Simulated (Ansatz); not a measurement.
Start from this file.

```
Pd
1.0
     2.63688    0.00000    0.00000
    -1.31844    2.28360    0.00000
     0.00000    0.00000    4.38480
Pd
2
Direct
  0.66667 0.33333 0.75000
  0.33333 0.66667 0.25000
```

Q: Before looking at a picture, describe the arrangement of atoms.

A: The element is palladium. The lattice is primitive hexagonal and the space group P6_3/mmc (No. 194). In terms of structure types, this is hexagonal close-packed (Mg type). The cell holds two atoms. Each Pd has twelve Pd in an anticuboctahedral arrangement at 2.64 to 2.67 Å. The bonds build a three-dimensional framework.

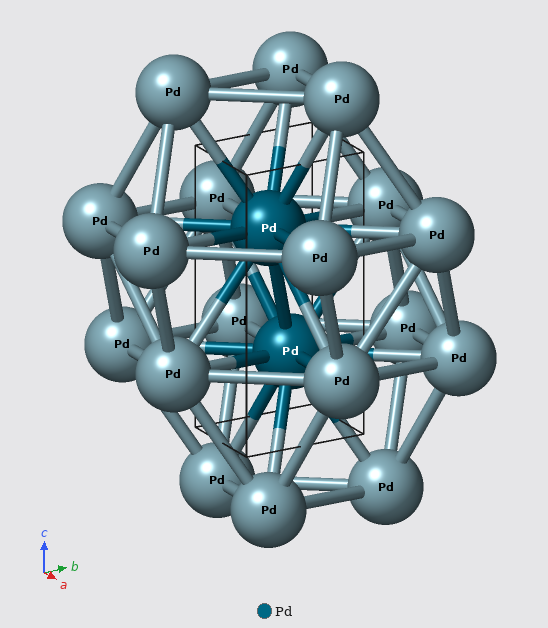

The image is a ball-and-stick drawing of a crystal, viewed slightly off an axis. The lines enclose the conventional unit cell; boundary atoms appear with their images. Bonds that leave the box are completed with the atoms at their other ends, in fainter colours. Colours: palladium blue.

The model was built from a structure listed in the Materials Project. The cell was then strained or its atoms displaced on purpose. It went into a calculation with Ansatz.

At this level of theory the cell isn't at rest (compressed, at 39 GPa), so its distances can differ from those at equilibrium, the more so the softer the solid.
